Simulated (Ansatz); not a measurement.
# Geometry relaxation, with input and output: Zn3Se (part 2 of 2)

Zn3Se (8 atoms in the cell); DFT PBE, scalar-relativistic, plane waves, PAW, no spin polarisation (Ansatz 0.2.0); cutoff 420 eV, 8×8×8 k-mesh, Gaussian smearing of 0.1 eV. The structure was made by a generator, so it may or may not be a known phase.

Geometry of the input (Å; fractional positions):
```
5.2645  0.0000  0.0000
0.0000  5.2645  0.0000
0.0000  0.0000  5.2645
Zn 0.2500  0.0000  0.5000
Zn 0.5000  0.7500  0.0000
Zn 0.7500  0.0000  0.5000
Zn 0.5000  0.2500  0.0000
Zn 0.0000  0.5000  0.7500
Zn 0.0000  0.5000  0.2500
Se 0.0000  0.0000  0.0000
Se 0.5000  0.5000  0.5000
```

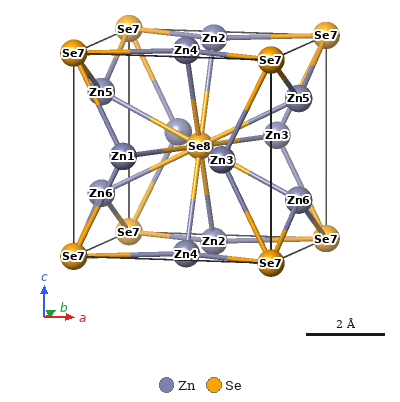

Fig. 1: The geometry at step 2 of the log (ball-and-stick view of the cell of the calculation, seen slightly off an axis; atoms are numbered from 1 in the order of the input).

### Output, continued
```
relax step   4: F+E_penalty+E_count = -30850.76796840 eV  Δ(F+E_penalty+E_count) = -5.085e-4 eV  max|allowed force component| = 1.735e-16 eV/Å  Δτ_max = 0.0000 Å  P = -0.002 GPa  Ω = 147.315 Å³  stress off target by 2.04e-3 GPa  SCF on the basis re-selected at this cell (its energy is not comparable with the rows above)  (6 SCF iters)
basis re-selected at this cell: Δ(F+E_penalty+E_count) = -5.085e-4 eV, ΔP = -0.001 GPa vs the last step (what re-selecting the basis moved, of the pressure what is left beyond the Pulay correction that the steps carried, after the strain that the cell walked since its last selection, with what the two solves' SCF thresholds leave and, on support functions, any second-order correction that the steps lacked; it is no measure of the basis error at this ecutwfc). This SCF's stress stands 2.04e-3 GPa from its target on what of the cell is left free (relax.cell.stress_tol is 5.00e-2 GPa) and its largest allowed force component is 1.73e-16 eV/Å (relax.f_tol is 1.00e-2 eV/Å): within both
SCF converged after 6 iterations
Free energy (F): -30850.767968 eV
Harris-Foulkes:  -30850.767968 eV  (|F-HF|=1.42e-10)
Internal energy: -30850.733808 eV  (E = F + TS)
E sigma→0 (E₀):  -30850.750888 eV
Entropy (-TS):   -0.034160 eV (-4.270 meV/atom)
Fermi energy:    9.839411 eV
--- Per-component energies (eV) ---
  E_band       = -516.358550
  E_kinetic    = 1016.206300
  E_local      = -14065.807826  (includes V_loc(G=0)·N_el)
  E_nonlocal   = 2487.448428
  E_hartree    = 6242.018966
  E_xc         = -1028.145160
  E_vxc        = -502.924543  (∫ρ·V_xc dr)
  E_paw        = -14784.124104  (= ΣΔE_a)
  E_vpaw       = -1935.315401  (= ΣTr[D̂ρ^β])
  E_aug_tail   = -0.003612  (compensation charges beyond the density's cutoff)
  E_ewald      = -10718.326801
  E_smearing   = -0.034160  (= −TS)
  E_closure    = -0.000000  (closes the sum)
  Σ components = -30850.767968   (vs F -30850.767968, Δ=0.00e0)
--- Forces (eV/Å), atoms counted from 1 ---
  atom   1  Zn    -0.00000000     0.00000000    -0.00000000
  atom   2  Zn     0.00000000     0.00000000    -0.00000000
  atom   3  Zn     0.00000000    -0.00000000     0.00000000
  atom   4  Zn    -0.00000000    -0.00000000     0.00000000
  atom   5  Zn     0.00000000     0.00000000     0.00000000
  atom   6  Zn    -0.00000000    -0.00000000     0.00000000
  atom   7  Se    -0.00000000     0.00000000     0.00000000
  atom   8  Se    -0.00000000     0.00000000    -0.00000000
  max |Σ_I F_I| component: 1.39e-16 eV/Å
--- Stress (GPa, compression-positive) ---
       -0.002042      -0.000000      -0.000000
       -0.000000      -0.002042       0.000000
       -0.000000       0.000000      -0.002042
  P = ⅓ Tr σ = -0.0020 GPa (-0.020 kbar)
--- Band table (eV; the first three rows and the last of 35) ---
  k-point 0: bands = ["-38.8394", "-38.8394", "-38.8394", "-38.8394", "-38.8394", "-38.8394", "-38.8385", "-38.8385", "-38.8385", "-38.8385", "-4.4345", "-3.8064", "1.9788", "1.9788", "2.0023", "2.1244", "2.1244", "2.1244", "2.2036", "2.2036", "2.2036", "2.4012", "2.5246", "2.5246", "2.5246", "2.5352", "2.5352", "2.7126", "2.7126", "2.7126", "2.7881", "2.7881", "2.8132", "2.8132", "2.8132", "2.8143", "2.8769", "2.8769", "2.8769", "2.8772", "2.8772", "2.8772", "4.3157", "4.7316", "4.7316", "4.7316", "6.0644", "6.0644", "6.9948", "6.9948", "6.9948", "10.6572", "10.6572", "12.1630", "12.1630", "12.1630", "12.1844", "12.1844", "12.1844", "13.0387", "13.2927", "13.2927", "13.2927"]
  k-point 1: bands = ["-38.8394", "-38.8394", "-38.8394", "-38.8394", "-38.8394", "-38.8394", "-38.8385", "-38.8385", "-38.8385", "-38.8385", "-4.4035", "-3.8204", "1.9616", "1.9706", "2.0298", "2.1342", "2.1342", "2.1513", "2.1915", "2.2160", "2.2160", "2.4076", "2.5063", "2.5063", "2.5234", "2.5343", "2.5456", "2.6850", "2.7065", "2.7103", "2.7103", "2.7796", "2.7807", "2.7807", "2.7829", "2.8686", "2.8755", "2.8755", "2.8798", "2.8815", "2.9108", "2.9108", "4.2141", "4.3216", "4.7966", "4.7966", "6.1282", "6.7352", "6.8953", "6.8953", "7.1436", "9.9407", "10.8924", "11.4377", "11.4377", "11.9219", "12.2506", "12.7529", "12.7529", "13.2036", "13.4579", "13.4579", "14.2673"]
  k-point 2: bands = ["-38.8394", "-38.8394", "-38.8394", "-38.8394", "-38.8394", "-38.8394", "-38.8385", "-38.8385", "-38.8385", "-38.8385", "-4.3173", "-3.8654", "1.8839", "1.9398", "2.1454", "2.1609", "2.1609", "2.1804", "2.2237", "2.2461", "2.2461", "2.4259", "2.4702", "2.4702", "2.4804", "2.5181", "2.5548", "2.5616", "2.6850", "2.6887", "2.6887", "2.7376", "2.7376", "2.7621", "2.7702", "2.8524", "2.8717", "2.8717", "2.8861", "2.8893", "2.9619", "2.9619", "3.8443", "3.9735", "4.9859", "4.9859", "6.3541", "6.6149", "6.6149", "7.5220", "7.9501", "8.9282", "10.9371", "11.0334", "11.0334", "11.5188", "12.2617", "12.2617", "12.5105", "14.6487", "14.6487", "14.6651", "15.0057"]
  k-point 34: bands = ["-38.8394", "-38.8394", "-38.8394", "-38.8394", "-38.8394", "-38.8394", "-38.8385", "-38.8385", "-38.8385", "-38.8385", "-3.9184", "-3.9184", "2.3468", "2.3468", "2.3468", "2.3468", "2.3468", "2.3468", "2.4460", "2.4460", "2.4460", "2.4460", "2.4460", "2.4460", "2.5198", "2.5198", "2.5198", "2.5198", "2.5198", "2.5198", "2.5611", "2.5611", "2.5611", "2.5611", "2.7356", "2.7356", "2.7356", "2.7356", "2.7356", "2.7356", "2.8017", "2.8017", "3.9049", "3.9049", "3.9049", "3.9049", "3.9049", "3.9049", "10.4683", "10.4683", "10.4683", "10.4683", "10.4683", "10.4683", "11.6307", "11.6307", "15.0784", "15.0784", "15.0784", "15.0784", "15.6752", "15.6752", "15.6752"]
--- Relaxed structure (3 steps of the walk, 3 accepted, 1 SCFs on fresh bases) ---
  F+E_penalty+E_count = -30850.76796840 eV   max|allowed force component| = 1.735e-16 eV/Å   (the final SCF, on the basis selected at the relaxed cell)
  cell:  # Å, volume = 147.3148 Å³
    - [5.281396537705566, 9.62964972193618e-35, -6.419766481290786e-35]
    - [1.6049416203226964e-34, 5.281396537705566, 4.81482486096809e-35]
    - [-9.62964972193618e-35, 4.81482486096809e-35, 5.281396537705566]
  atoms:
    - { symbol: Zn, position: [0.24999999999999997, -5.632265759462702e-34, 0.49999999999999994] }
    - { symbol: Zn, position: [0.49999999999999994, 0.7499999999999999, -7.469039843401148e-35] }
    - { symbol: Zn, position: [0.7499999999999999, -1.4252147456285866e-34, 0.49999999999999994] }
    - { symbol: Zn, position: [0.49999999999999994, 0.24999999999999997, -2.591299537506521e-35] }
    - { symbol: Zn, position: [1.2634966954478026e-34, 0.49999999999999994, 0.7499999999999999] }
    - { symbol: Zn, position: [2.4676888334655387e-34, 0.49999999999999994, 0.24999999999999997] }
    - { symbol: Se, position: [3.0319157272479786e-35, -6.325819459207094e-35, -1.5242938455920738e-36] }
    - { symbol: Se, position: [0.49999999999999994, 0.49999999999999994, 0.49999999999999994] }
```

### Trajectory as extended XYZ (Å, eV, eV/Å), 4 frames, from step=1 to step=4
```
8
Lattice="5.2645 0.0000 0.0000 0.0000 5.2645 0.0000 0.0000 0.0000 5.2645" Properties=species:S:1:pos:R:3:forces:R:3 step=1 energy=-30850.76597 pressure_GPa=0.47
Zn    1.3161    0.0000    2.6323    0.0000   0.0000   0.0000
Zn    2.6323    3.9484    0.0000    0.0000   0.0000   0.0000
Zn    3.9484    0.0000    2.6323    0.0000   0.0000   0.0000
Zn    2.6323    1.3161    0.0000    0.0000   0.0000   0.0000
Zn    0.0000    2.6323    3.9484    0.0000   0.0000   0.0000
Zn    0.0000    2.6323    1.3161    0.0000   0.0000   0.0000
Se    0.0000    0.0000    0.0000    0.0000   0.0000   0.0000
Se    2.6323    2.6323    2.6323    0.0000   0.0000   0.0000
8
Lattice="5.2834 0.0000 0.0000 0.0000 5.2834 0.0000 0.0000 0.0000 5.2834" Properties=species:S:1:pos:R:3:forces:R:3 step=2 energy=-30850.76737 pressure_GPa=-0.05
Zn    1.3208    0.0000    2.6417    0.0000   0.0000   0.0000
Zn    2.6417    3.9625    0.0000    0.0000   0.0000   0.0000
Zn    3.9625    0.0000    2.6417    0.0000   0.0000   0.0000
Zn    2.6417    1.3208    0.0000    0.0000   0.0000   0.0000
Zn    0.0000    2.6417    3.9625    0.0000   0.0000   0.0000
Zn    0.0000    2.6417    1.3208    0.0000   0.0000   0.0000
Se    0.0000    0.0000    0.0000    0.0000   0.0000   0.0000
Se    2.6417    2.6417    2.6417    0.0000   0.0000   0.0000
8
Lattice="5.2814 0.0000 0.0000 0.0000 5.2814 0.0000 0.0000 0.0000 5.2814" Properties=species:S:1:pos:R:3:forces:R:3 step=3 energy=-30850.76746 pressure_GPa=-0.00
Zn    1.3203    0.0000    2.6407    0.0000   0.0000   0.0000
Zn    2.6407    3.9610    0.0000    0.0000   0.0000   0.0000
Zn    3.9610    0.0000    2.6407    0.0000   0.0000   0.0000
Zn    2.6407    1.3203    0.0000    0.0000   0.0000   0.0000
Zn    0.0000    2.6407    3.9610    0.0000   0.0000   0.0000
Zn    0.0000    2.6407    1.3203    0.0000   0.0000   0.0000
Se    0.0000    0.0000    0.0000    0.0000   0.0000   0.0000
Se    2.6407    2.6407    2.6407    0.0000   0.0000   0.0000
8
Lattice="5.2814 0.0000 0.0000 0.0000 5.2814 0.0000 0.0000 0.0000 5.2814" Properties=species:S:1:pos:R:3:forces:R:3 step=4 energy=-30850.76797 pressure_GPa=-0.00
Zn    1.3203    0.0000    2.6407    0.0000   0.0000   0.0000
Zn    2.6407    3.9610    0.0000    0.0000   0.0000   0.0000
Zn    3.9610    0.0000    2.6407    0.0000   0.0000   0.0000
Zn    2.6407    1.3203    0.0000    0.0000   0.0000   0.0000
Zn    0.0000    2.6407    3.9610    0.0000   0.0000   0.0000
Zn    0.0000    2.6407    1.3203    0.0000   0.0000   0.0000
Se    0.0000    0.0000    0.0000    0.0000   0.0000   0.0000
Se    2.6407    2.6407    2.6407    0.0000   0.0000   0.0000
```

### Summary

- outcome: converged
- space group (tolerance 0.01 Å): Pm-3n (223)
- electrons treated: 104
- free energy: −30850.7680 eV
- Fermi energy: 9.839 eV
- gap on the k-point mesh: none (metallic)
- pressure: 0.00 GPa
- final volume: 147.31 Å³
- largest force (length of the vector) at the end: under 0.001 eV/Å
- final cell: a = 5.281 Å, b = 5.281 Å, c = 5.281 Å, α = 90.00°, β = 90.00°, γ = 90.00°
- hardware: 1 thread of Arm Neoverse V2, 64 GiB of memory available, shared host
- wall time: 88 s
- peak memory: 0.55 GiB
